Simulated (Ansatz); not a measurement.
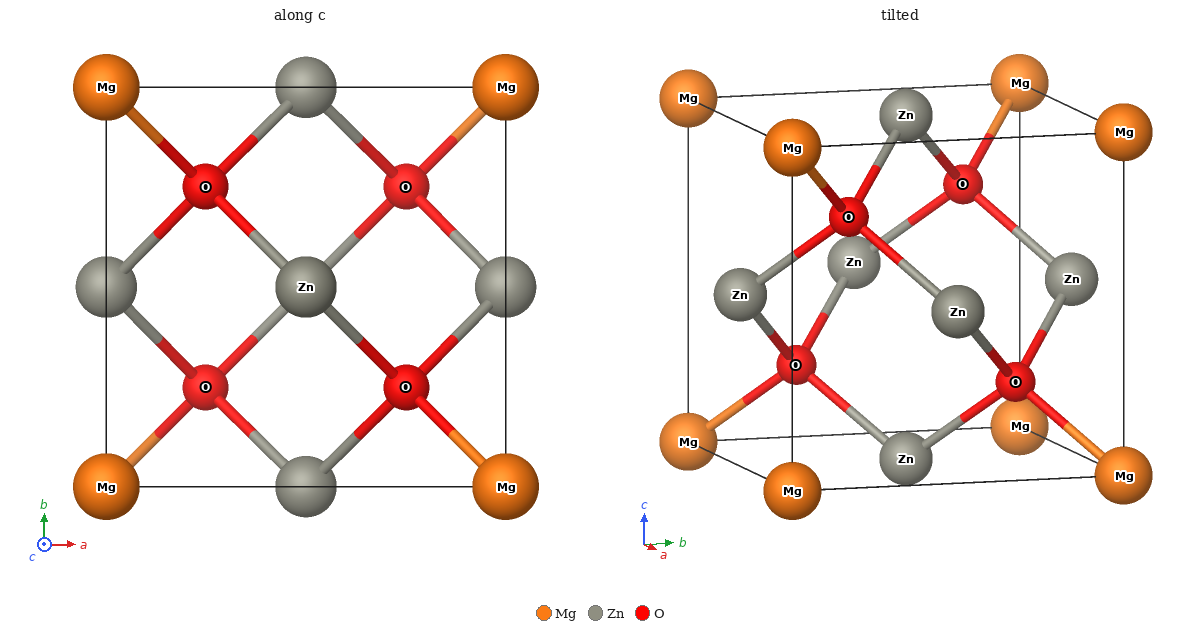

This ball-and-stick model is shown along the c axis and slightly off an axis. Atoms at the boundary of the conventional unit cell (the box) are drawn once for each face, edge or corner they touch.

MgZn3O4, space group P-43m (No. 215), a = 4.61 Å, b = 4.61 Å, c = 4.61 Å, α = 90.00°, β = 90.00°, γ = 90.00°.

All computed values are from DFT r2SCAN, scalar-relativistic, plane waves, PAW (Ansatz). Settings: plane waves to 500 eV, a 6×6×6 k-point grid, Gaussian smearing of 0.02 eV, no spin polarisation.

### What is the band gap, if any?

A semiconductor at this level, with a gap of 1.75 eV on the k-mesh (the true edges may lie between mesh points, so the gap can be somewhat smaller).

Provenance: a structure type filled with these elements by a generator (whether the compound takes this form wasn't checked). Earlier steps of the study, as a rule a relaxation of our own, may have changed the cell and positions, so they can lie some per cent off the listed ones. It was run through Ansatz as a DFT input.
